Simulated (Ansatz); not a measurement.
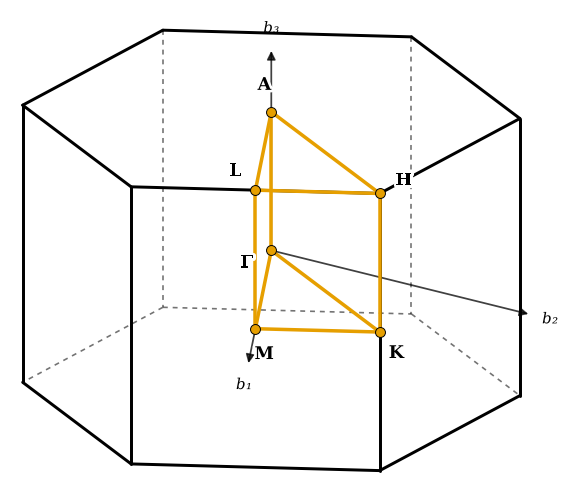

The figure shows the first Brillouin zone with its special points and a band path. Crystal: SnO, the input geometry of an electronic-structure calculation (not necessarily at equilibrium); the starting structure was generated, so it need not be a known form of this composition. Symmetry computed with spglib at a tolerance of 0.002 Å; standard conventional cell.

Labels and path follow the convention of Hinuma et al. (2017), as computed by seekpath; the arrows show the directions of the reciprocal primitive vectors b₁, b₂, b₃.

> What lattice type do the shape and the labels point to?

A primitive hexagonal lattice (hP; extended symbol hP2). The zone is a hexagonal prism in its combinatorial type: 8 faces (6 with 4 edges, 2 with 6 edges), 18 edges, 12 vertices.

> Write the standard path through the labelled points.

Γ–M–K–Γ–A–L–H–A | L–M | H–K
